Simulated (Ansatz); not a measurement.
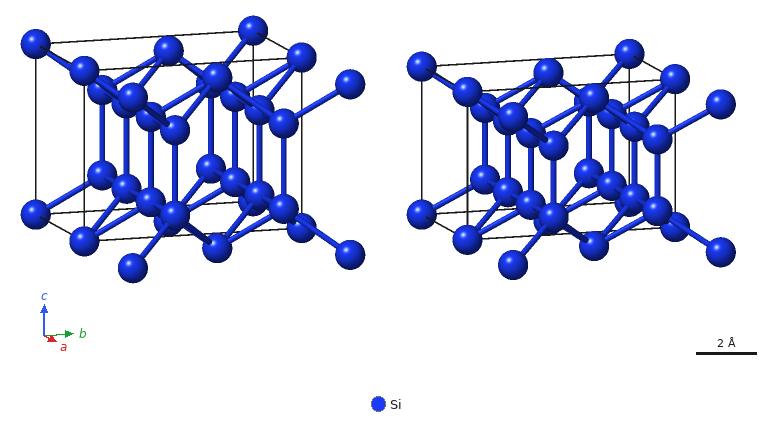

Two geometries of a crystal of Si (built on the K_65 type) (coarse preliminary run), drawn at one scale. One is the start of a relaxation, the other its converged end. A ball-and-stick model of the conventional cell (2 times the calculation's cell), repeated 2 × 1 × 1 with one cell outlined, seen slightly off an axis. Lengths and directions refer to the drawn axes.

The calculation used Ansatz, DFT PBE, scalar-relativistic, plane waves, PAW. Settings: plane-wave cutoff 420 eV; k-point mesh 4 × 4 × 4; occupations gaussian; smearing width 0.1 eV; no spin polarisation; cell and atoms relaxed; force threshold 0.04 eV/Å; at most 70 steps.

Q: Which one is relaxed?

A: The right one is the relaxed one. Case: K type (Cmmm, No. 65). The largest moves relative to the cell, 0.039 Å, are those of Si atoms. The drawn cell changes as follows: a 5.178 → 4.873 Å (−5.9 %), b 7.729 → 7.385 Å (−4.5 %), c 5.854 → 5.078 Å (−13.3 %); the volume changes by −22.0 %. Among the contacts that change: Si–Si 2.927 → 2.460 Å, Si–Si 2.927 → 2.618 Å, Si–Si 2.748 → 2.570 Å, Si–Si 2.589 → 2.436 Å. Among the angles between lasting bonds that change: Si–Si–Si 115.6° → 118.8°. The space group stays Cmmm (No. 65). After 5 accepted moves (6 points after the start) the energy has fallen by 254 meV per atom. The largest force component goes from 0.075 to 0.027 eV/Å. The pressure goes from −10.73 to −0.12 GPa. The SCF was repeated once at an unchanged geometry on a basis and grid sized afresh for the cell, which shifted the energy by 0.2 meV per atom at most. The run took roughly 18 core-seconds on a shared host.
